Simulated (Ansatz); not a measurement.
# Run report: C$_{7}$H$_{2}$, geometry relaxation (part 1 of 3)

System: C$_{7}$H$_{2}$ (slab, 36 atoms in the cell).
Method: DFT, PBE, plane waves, PAW, no spin polarisation (Ansatz 0.2.0).

The structure derives from an entry of the Crystallography Open Database. Some settings of this run were made unusual or wrong on purpose. The input holds or restrains some coordinates. Forces given for the steps count only the free coordinates.

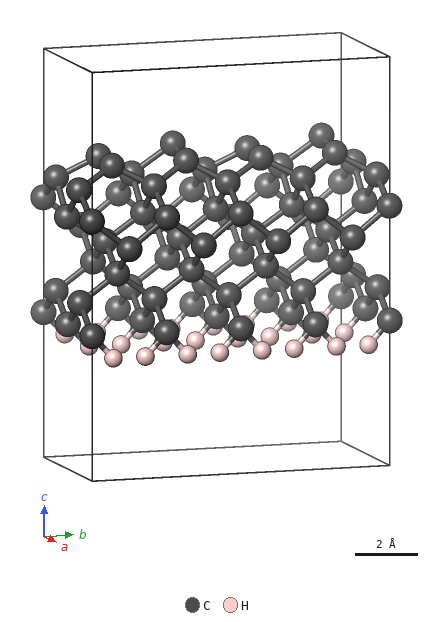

The structure as given in the input (ball-and-stick view of the 1 × 2 repeat of the cell, with the vacuum cut short, seen slightly off an axis). An atom can appear more than once, as a periodic image.

### What the run reported

```tsv
quantity	value
outcome	converged under the restraints of the input
electrons treated	120
free energy	−7134.6010 eV
Fermi energy	2.648 eV
gap on the k-point mesh	1.16 eV
final volume	481.13 Å³
largest force (length of the vector) at the end, held atoms and coordinates included	5.015 eV/Å
hardware	4 threads of AMD EPYC (Zen 5), 16 GiB of memory available, shared host
wall time	20 s (CPU time 76 s)
peak memory	1.3 GiB
```

### Remarks

This input holds a deliberate fault: relaxation steps far too long (`relax.max_displacement`). The run converged; whether the setting changed the result can't be told without a sound run beside it.

### Input
```yaml
crystal:
  lattice:
    - [5.0508284795, 0.0, 0.0]
    - [0.0, 5.0508284795, 0.0]
    - [0.0, 0.0, 18.8596184069]
  atoms:
    - { symbol: C, position: [0.5, 0.5, 0.2466861049] }
    - { symbol: C, position: [0.5, 0.0, 0.2466861049] }
    - { symbol: C, position: [0.0, 0.5, 0.2466861049] }
    - { symbol: C, position: [0.0, 0.0, 0.2466861049] }
    - { symbol: C, position: [0.75, 0.5, 0.294028991] }
    - { symbol: C, position: [0.75, 0.0, 0.294028991] }
    - { symbol: C, position: [0.25, 0.5, 0.294028991] }
    - { symbol: C, position: [0.25, 0.0, 0.294028991] }
    - { symbol: C, position: [0.75, 0.75, 0.3413718772] }
    - { symbol: C, position: [0.75, 0.25, 0.3413718772] }
    - { symbol: C, position: [0.25, 0.75, 0.3413718772] }
    - { symbol: C, position: [0.25, 0.25, 0.3413718772] }
    - { symbol: C, position: [0.0009981221, 0.75, 0.394028375] }
    - { symbol: C, position: [0.0019597389, 0.25, 0.3944498822] }
    - { symbol: C, position: [0.4993244724, 0.75, 0.3865655095] }
    - { symbol: C, position: [0.4993717675, 0.25, 0.3876248134] }
    - { symbol: C, position: [0.0017137281, -0.0026941039, 0.4458151134] }
    - { symbol: C, position: [0.0017137281, 0.5026941039, 0.4458151134] }
    - { symbol: C, position: [0.4975728907, -0.0058917311, 0.4329851701] }
    - { symbol: C, position: [0.4975728907, 0.5058917311, 0.4329851701] }
    - { symbol: C, position: [0.2702432071, -0.0045728955, 0.491653154] }
    - { symbol: C, position: [0.2702432071, 0.5045728955, 0.491653154] }
    - { symbol: C, position: [0.7335204652, -0.001877746, 0.4888879008] }
    - { symbol: C, position: [0.7335204652, 0.501877746, 0.4888879008] }
    - { symbol: C, position: [0.3659291149, 0.25, 0.5293042088] }
    - { symbol: C, position: [0.3626925857, 0.75, 0.544044698] }
    - { symbol: C, position: [0.6394891646, 0.25, 0.5239860958] }
    - { symbol: C, position: [0.6354325021, 0.75, 0.5257109059] }
    - { symbol: H, position: [0.5, 0.642297379, 0.2067119476] }
    - { symbol: H, position: [0.5, 0.357702621, 0.2067119476] }
    - { symbol: H, position: [0.5, 0.142297379, 0.2067119476] }
    - { symbol: H, position: [0.5, -0.142297379, 0.2067119476] }
    - { symbol: H, position: [0.0, 0.3577812996, 0.2066501452] }
    - { symbol: H, position: [0.0, 0.6422187004, 0.2066501452] }
    - { symbol: H, position: [0.0, -0.1422187004, 0.2066501452] }
    - { symbol: H, position: [0.0, 0.1422187004, 0.2066501452] }
basis:
  ecutwfc: 420
kpoints:
  mp_grid: { grid: [5, 5, 1] }
hamiltonian:
  xc: pbe
scf:
  occupations: { method: gaussian, width: 0.05 }
  max_iter: 75
output:
  forces: true
  eigenvalues: true
relax:
  adjacent_minimum: "off"
  f_tol: 0.03
  max_steps: 30
  constraints:
    - { sites: [0, 1, 2, 3, 4, 5, 6, 7, 8, 9, 10, 11, 28, 29, 30, 31, 32, 33, 34, 35] }
    - { sites: [24, 25], fix: z }
  max_displacement: 5.0
efield:
  axis: 3
  dipole_correction: true
  ramp_width: 0.04
```

Launch command:
```bash
ansatz run input.yaml --threads 4 --pin off --max-ram 12288MiB --backend cpu --events-out ev --progress --plain --runs-dir out
```

### The program's output
```
The last accepted step is kept in [file] (removed where the run ends without a failure and the disk answers)
Engine: ansatz 0.2.0, x86_64-unknown-linux-gnu
Pseudopotentials: kind: paw
Pseudopotential: C, paw, valence charge 4, recommended cutoff 420 eV (normal), C.paw.azcp
Pseudopotential: H, paw, valence charge 1, recommended cutoff 420 eV (normal), H.paw.azcp
Functional definition: PBE
  parameter kappa = 0.804
  parameter beta = 0.06672455060314922
  exchange = pbe_x(kappa = kappa, mu = beta*pi^2/3)
  correlation = pbe_c(beta = beta)
Crystal: 36 atoms, lattice volume = 481.125 Å³
Basis set: ecut = 420 eV, 9419 PW (Γ), exchange–correlation on 72×72×256 points (8 copies of the dense FFT grid, shifted against one another)
Bands: 96, of which v1, the nominal top of the filled ones, is band 60 counted from 1 (59 counted from 0)
Symmetry: 2 space group operations
Space group: Pm (ITA 6), of the structure as read, at distance tolerance 7.8e-5 Å
k-points: 9 of 25 (time reversal used)
Non-local potential: C, projectors of the file, l = 0: 2, l = 1: 2, l = 2: 1
Non-local potential: H, projectors of the file, l = 0: 2, l = 1: 1
PAW form: soft (Blöchl's): semilocal exchange-correlation on the pseudo side does not see the compensation charge
PAW one-centre angular grid: C, 110 points (default); XC on 64 Gauss nodes
PAW one-centre angular grid: H, 110 points (default); XC on 64 Gauss nodes
Initial density: superposition of atomic densities (neutral atoms: chi_scale 0, normalization atom), corrected by the library's trained network
Initial wavefunctions: pseudopotential atomic-orbital guess
Functional: x = pbe(κ = 0.804, μ = 0.2195149727645171), c = pbe(β = 0.06672455060314922)
SCF iter   1: F=—  HF=-7134.845487 eV  |F-HF|=—  |Δ(HF+E_count)|=         —  Δρ=1.19e-2  dr2=1.75e0  ethr=1.77e-3  p=-0.322 e·Å  D=-1.21e-1 V/Å  ΔV_dip=2.28 eV  dr2_dipole=7.99e-2  V_vac-E_F(+/−)=4.62/2.33 eV  ⟨swp⟩=8.7  Hψ=5031  notcnv=0  defer=175
efield: sawtooth ramp at fractional position 0.8553 (placed from the atoms, in the widest stretch of the axis that holds none; the zero of the levels goes with the place), width 0.0400; the density the first Hamiltonian is built on has a dipole p = -0.322 e·Å; the dipole correction subtracts the counter field D = -1.21e-1 V/Å, which shifts the + side's vacuum level by +2.28 eV against the − side's; the planar-averaged density in the ramp window peaks in size at 1.8e-4 e/Å³
preconditioner: auto → Resta (q_TF=auto, 2.165 Å⁻¹)  ε∞=2.5  [insulator: Δε(μ)=0.767 eV  Ē_g=15.101 eV  σ=0.050 eV  W_gap=1.00  n_scr=84 (ndim 8)  ℏωp=18.5 eV  f_vac=0.537  D(μ)=0.00/eV (n_scr^D=0)  ε∞_Penn≈2.5  vacuum switching on, ρ_ref=1.7e-2 e/Å³]
SCF iter   2: F=—  HF=-7134.617867 eV  |F-HF|=—  |Δ(HF+E_count)|=   2.28e-1  Δρ=9.49e-3  dr2=6.93e-1  ethr=1.46e-3  p=-0.513 e·Å  D=-1.93e-1 V/Å  ΔV_dip=3.64 eV  dr2_dipole=2.46e-2  V_vac-E_F(+/−)=5.44/1.80 eV  ⟨swp⟩=2.4  Hψ=1252  notcnv=0  defer=278
SCF iter   3: F=—  HF=-7134.533089 eV  |F-HF|=—  |Δ(HF+E_count)|=   8.48e-2  Δρ=3.48e-3  dr2=6.62e-2  ethr=5.78e-4  p=-0.473 e·Å  D=-1.78e-1 V/Å  ΔV_dip=3.35 eV  dr2_dipole=4.11e-3  V_vac-E_F(+/−)=5.21/1.85 eV  ⟨swp⟩=2.0  Hψ=1085  notcnv=0  defer=279
SCF iter   4: F=—  HF=-7134.526420 eV  |F-HF|=—  |Δ(HF+E_count)|=   6.67e-3  Δρ=1.55e-3  dr2=8.73e-3  ethr=5.52e-5  p=-0.517 e·Å  D=-1.94e-1 V/Å  ΔV_dip=3.67 eV  dr2_dipole=7.42e-4  V_vac-E_F(+/−)=5.30/1.64 eV  ⟨swp⟩=2.0  Hψ=1050  notcnv=0  defer=280
SCF iter   5: F=—  HF=-7134.528163 eV  |F-HF|=—  |Δ(HF+E_count)|=   1.74e-3  Δρ=4.47e-4  dr2=1.19e-3  ethr=7.28e-6  p=-0.556 e·Å  D=-2.09e-1 V/Å  ΔV_dip=3.94 eV  dr2_dipole=1.88e-5  V_vac-E_F(+/−)=5.38/1.44 eV  ⟨swp⟩=2.6  Hψ=1093  notcnv=0  defer=280
SCF iter   6: F=—  HF=-7134.528278 eV  |F-HF|=—  |Δ(HF+E_count)|=   1.15e-4  Δρ=2.07e-4  dr2=1.79e-4  ethr=9.92e-7  p=-0.561 e·Å  D=-2.11e-1 V/Å  ΔV_dip=3.98 eV  dr2_dipole=4.03e-6  V_vac-E_F(+/−)=5.39/1.41 eV  ⟨swp⟩=2.1  Hψ=1307  notcnv=0  defer=282
SCF iter   7: F=—  HF=-7134.528295 eV  |F-HF|=—  |Δ(HF+E_count)|=   1.73e-5  Δρ=9.60e-5  dr2=4.20e-5  ethr=1.49e-7  p=-0.563 e·Å  D=-2.12e-1 V/Å  ΔV_dip=3.99 eV  dr2_dipole=1.81e-6  V_vac-E_F(+/−)=5.39/1.40 eV  ⟨swp⟩=2.0  Hψ=1116  notcnv=0  defer=282
SCF iter   8: F=-7134.528297 eV  HF=-7134.528297 eV  |F-HF|=8.54e-8  |Δ(HF+E_count)|=   2.06e-6  Δρ=2.34e-5  dr2=2.44e-6  ethr=1.87e-8  p=-0.564 e·Å  D=-2.12e-1 V/Å  ΔV_dip=4.00 eV  dr2_dipole=8.84e-8  V_vac-E_F(+/−)=5.40/1.39 eV  ⟨swp⟩=30.8  Hψ=7658  notcnv=0
SCF 1 converged in 8 iterations: F = -7134.528297 eV  dr2 = 2.44e-6
  greatest PAW one-centre occupation: 0.670 electrons in one spin orbital (limit 2), on the C atom at site 1 (counted from 0), in its partial waves of l = 0
relax step   1: F+E_penalty+E_count = -7134.52829741 eV  Δ(F+E_penalty+E_count) = +0.000e0 eV  max|allowed force component| = 9.539e-1 eV/Å  Δτ_max = 0.0000 Å  (8 SCF iters, dr2 threshold 2.25e-5 eV, accepted)
Initial density: handed on by an earlier stage of this run
Initial wavefunctions: those handed on with the density
iter 1 solved again at ethr=1.83e-5 eV; its pass at ethr=3.10e-3 eV (dr2=2.20e-2 eV) is discarded
SCF iter   1: F=—  HF=-7134.594911 eV  |F-HF|=—  |Δ(HF+E_count)|=         —  Δρ=2.67e-3  dr2=2.14e-2  ethr=1.83e-5  p=-0.564 e·Å  D=-2.12e-1 V/Å  ΔV_dip=4.00 eV  dr2_dipole=1.69e-4  V_vac-E_F(+/−)=5.40/1.39 eV  ⟨swp⟩=2.0  Hψ=2504  notcnv=0  defer=275
efield: sawtooth ramp at fractional position 0.8553 (handed on by an earlier solve), width 0.0400; the density the first Hamiltonian is built on has a dipole p = -0.564 e·Å; the dipole correction subtracts the counter field D = -2.12e-1 V/Å, which shifts the + side's vacuum level by +4.00 eV against the − side's; the planar-averaged density in the ramp window peaks in size at 3.9e-6 e/Å³
preconditioner: auto → Resta (q_TF=auto, 2.165 Å⁻¹)  ε∞=2.5  [insulator: Δε(μ)=1.126 eV  Ē_g=15.171 eV  σ=0.050 eV  W_gap=1.00  n_scr=84 (ndim 8)  ℏωp=18.5 eV  f_vac=0.542  D(μ)=0.00/eV (n_scr^D=0)  ε∞_Penn≈2.5  vacuum switching on, ρ_ref=1.7e-2 e/Å³]
SCF iter   2: F=—  HF=-7134.590908 eV  |F-HF|=—  |Δ(HF+E_count)|=   4.00e-3  Δρ=1.19e-3  dr2=3.99e-3  ethr=1.79e-5  p=-0.570 e·Å  D=-2.14e-1 V/Å  ΔV_dip=4.04 eV  dr2_dipole=1.62e-4  V_vac-E_F(+/−)=5.41/1.37 eV  ⟨swp⟩=2.0  Hψ=878  notcnv=0  defer=275
SCF iter   3: F=—  HF=-7134.590468 eV  |F-HF|=—  |Δ(HF+E_count)|=   4.39e-4  Δρ=6.51e-4  dr2=1.54e-3  ethr=3.33e-6  p=-0.563 e·Å  D=-2.12e-1 V/Å  ΔV_dip=3.99 eV  dr2_dipole=3.52e-6  V_vac-E_F(+/−)=5.38/1.39 eV  ⟨swp⟩=2.0  Hψ=1026  notcnv=0  defer=275
SCF iter   4: F=—  HF=-7134.590407 eV  |F-HF|=—  |Δ(HF+E_count)|=   6.18e-5  Δρ=3.41e-4  dr2=8.50e-4  ethr=1.28e-6  p=-0.559 e·Å  D=-2.10e-1 V/Å  ΔV_dip=3.97 eV  dr2_dipole=3.41e-5  V_vac-E_F(+/−)=5.36/1.39 eV  ⟨swp⟩=2.0  Hψ=1004  notcnv=0  defer=275
SCF iter   5: F=—  HF=-7134.590296 eV  |F-HF|=—  |Δ(HF+E_count)|=   1.10e-4  Δρ=6.28e-5  dr2=1.37e-5  ethr=7.08e-7  p=-0.561 e·Å  D=-2.11e-1 V/Å  ΔV_dip=3.98 eV  dr2_dipole=1.17e-6  V_vac-E_F(+/−)=5.36/1.38 eV  ⟨swp⟩=2.0  Hψ=851  notcnv=0  defer=275
SCF iter   6: F=-7134.590298 eV  HF=-7134.590298 eV  |F-HF|=2.22e-7  |Δ(HF+E_count)|=   1.52e-6  Δρ=2.35e-5  dr2=2.05e-6  ethr=1.14e-8  p=-0.561 e·Å  D=-2.11e-1 V/Å  ΔV_dip=3.98 eV  dr2_dipole=1.65e-7  V_vac-E_F(+/−)=5.36/1.39 eV  ⟨swp⟩=18.0  Hψ=5709  notcnv=0
SCF 2 converged in 6 iterations: F = -7134.590298 eV  dr2 = 2.05e-6
relax step   2: F+E_penalty+E_count = -7134.59029757 eV  Δ(F+E_penalty+E_count) = -6.200e-2 eV  max|allowed force component| = 4.047e-1 eV/Å  Δτ_max = 0.0278 Å  (6 SCF iters, dr2 threshold 5.69e-5 eV, accepted)
SCF iter   1: F=—  HF=-7134.603063 eV  |F-HF|=—  |Δ(HF+E_count)|=         —  Δρ=1.67e-3  dr2=1.04e-2  ethr=5.32e-5  p=-0.561 e·Å  D=-2.11e-1 V/Å  ΔV_dip=3.98 eV  dr2_dipole=3.43e-5  V_vac-E_F(+/−)=5.37/1.39 eV  ⟨swp⟩=2.0  Hψ=1641  notcnv=0  defer=265
efield: sawtooth ramp at fractional position 0.8553 (handed on by an earlier solve), width 0.0400; the density the first Hamiltonian is built on has a dipole p = -0.561 e·Å; the dipole correction subtracts the counter field D = -2.11e-1 V/Å, which shifts the + side's vacuum level by +3.98 eV against the − side's; the planar-averaged density in the ramp window peaks in size at 4.1e-6 e/Å³
preconditioner: auto → Resta (q_TF=auto, 2.165 Å⁻¹)  ε∞=2.5  [insulator: Δε(μ)=1.145 eV  Ē_g=15.156 eV  σ=0.050 eV  W_gap=1.00  n_scr=84 (ndim 8)  ℏωp=18.5 eV  f_vac=0.542  D(μ)=0.00/eV (n_scr^D=0)  ε∞_Penn≈2.5  vacuum switching on, ρ_ref=1.7e-2 e/Å³]
SCF iter   2: F=—  HF=-7134.601354 eV  |F-HF|=—  |Δ(HF+E_count)|=   1.71e-3  Δρ=8.58e-4  dr2=3.45e-3  ethr=8.63e-6  p=-0.563 e·Å  D=-2.12e-1 V/Å  ΔV_dip=3.99 eV  dr2_dipole=2.11e-5  V_vac-E_F(+/−)=5.37/1.37 eV  ⟨swp⟩=2.0  Hψ=1347  notcnv=0  defer=264
SCF iter   3: F=—  HF=-7134.600640 eV  |F-HF|=—  |Δ(HF+E_count)|=   7.14e-4  Δρ=4.85e-4  dr2=9.92e-4  ethr=2.87e-6  p=-0.561 e·Å  D=-2.11e-1 V/Å  ΔV_dip=3.98 eV  dr2_dipole=2.91e-5  V_vac-E_F(+/−)=5.36/1.38 eV  ⟨swp⟩=2.0  Hψ=1018  notcnv=0  defer=264
SCF iter   4: F=—  HF=-7134.600531 eV  |F-HF|=—  |Δ(HF+E_count)|=   1.09e-4  Δρ=2.45e-4  dr2=2.06e-4  ethr=8.27e-7  p=-0.557 e·Å  D=-2.10e-1 V/Å  ΔV_dip=3.95 eV  dr2_dipole=1.24e-5  V_vac-E_F(+/−)=5.34/1.39 eV  ⟨swp⟩=2.1  Hψ=822  notcnv=0  defer=264
SCF iter   5: F=—  HF=-7134.600503 eV  |F-HF|=—  |Δ(HF+E_count)|=   2.86e-5  Δρ=6.89e-5  dr2=1.21e-5  ethr=1.72e-7  p=-0.558 e·Å  D=-2.10e-1 V/Å  ΔV_dip=3.96 eV  dr2_dipole=1.17e-11  V_vac-E_F(+/−)=5.34/1.38 eV  ⟨swp⟩=2.0  Hψ=976  notcnv=0  defer=264
SCF iter   6: F=-7134.600503 eV  HF=-7134.600503 eV  |F-HF|=4.13e-7  |Δ(HF+E_count)|=   7.88e-7  Δρ=1.92e-5  dr2=1.42e-6  ethr=8.53e-9  p=-0.558 e·Å  D=-2.10e-1 V/Å  ΔV_dip=3.96 eV  dr2_dipole=1.06e-7  V_vac-E_F(+/−)=5.34/1.38 eV  ⟨swp⟩=17.1  Hψ=5742  notcnv=0
SCF 3 converged in 6 iterations: F = -7134.600503 eV  dr2 = 1.42e-6
```
